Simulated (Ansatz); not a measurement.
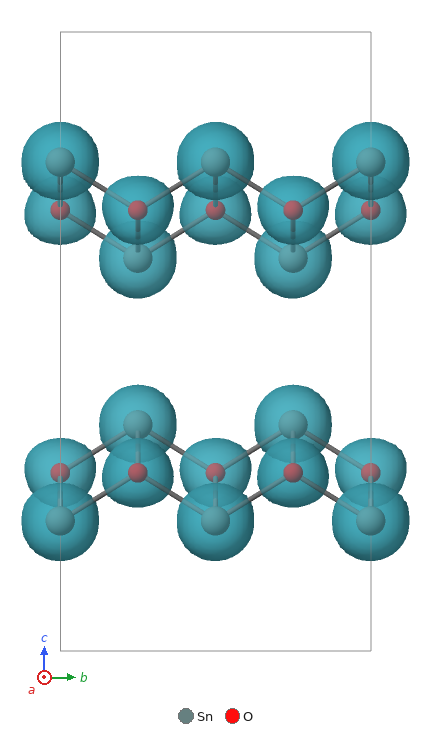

Figure. SnO (slab). Isosurface of the valence charge density (pseudo) at 0.6 e/Å³ (cyan), seen along the a axis. Sticks mark near contacts.

The calculation used DFT PBE+D3(BJ), scalar-relativistic, plane waves, PAW in Ansatz 0.2.0.

The density is the valence pseudo-density of a PAW calculation; it isn't the true density close to the nuclei.

```yaml
crystal:
  lattice:
    - [3.82065, 0.00001, 0.00000]
    - [-0.00001, 3.82065, 0.00000]
    - [0.00000, 0.00000, 22.22801]
  atoms:
    - { symbol: Sn, position: [0.99985, 0.99985, 0.20245] }
    - { symbol: O, position: [0.99985, 0.49985, 0.25562] }
    - { symbol: O, position: [0.49985, 0.99985, 0.25562] }
    - { symbol: Sn, position: [0.49985, 0.49985, 0.30880] }
    - { symbol: Sn, position: [0.49985, 0.49985, 0.49325] }
    - { symbol: O, position: [0.49985, 0.99985, 0.54643] }
    - { symbol: O, position: [0.99985, 0.49985, 0.54643] }
    - { symbol: Sn, position: [0.99985, 0.99985, 0.59960] }
```

**What does this surface tell about the bonding?**

At this value the density breaks into separate islands; it holds about 75 % of the electrons treated as valence (semicore included). It bridges none of the near contacts. It is pinched off along the shortest Sn–O (2.25 Å) contacts. On the grid the lowest density along these lines, outside the cores, is 0.45 e/Å³ (Sn–O, 2.25 Å).
